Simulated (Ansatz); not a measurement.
Ge (Cmce, No. 64): the end point of a relaxation with Ansatz 0.2.0, DFT PBE, scalar-relativistic, plane waves, PAW; the starting structure was generated, so it need not be a known form of this composition.

```xyz
8
Lattice="5.0453 0.0000 0.0000 0.0000 8.3586 0.0000 0.0000 0.0000 4.0673" Properties=species:S:1:pos:R:3 pbc="T T T"
Ge    2.5227    2.9313    0.5373
Ge    2.5227    7.1106    1.4964
Ge    2.5227    5.4273    3.5300
Ge    2.5227    1.2480    2.5709
Ge    0.0000    7.1106    0.5373
Ge    0.0000    2.9313    1.4964
Ge    0.0000    1.2480    3.5300
Ge    0.0000    5.4273    2.5709
```

> What will a HAADF-like image along [001] show? Simulation: incoherent imaging, intensity Z^1.7 per atom, probe width 0.81 Å, thin sample. The probe carries 25 % of its weight in a tail 2.5 times as wide. Shot noise was added.

The columns repeat on a rectangular net of 2.52 × 4.18 Å (plane group p2mm). All columns are alike (Ge). The shortest distance between visible columns is 1.68 Å in projection. Along the beam the structure repeats every 4.07 Å.

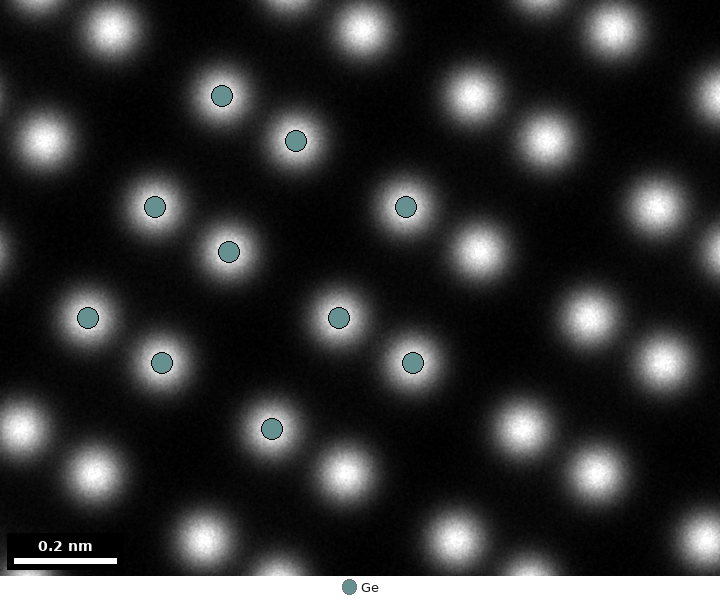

The simulated image, with the columns of the model marked in one corner.
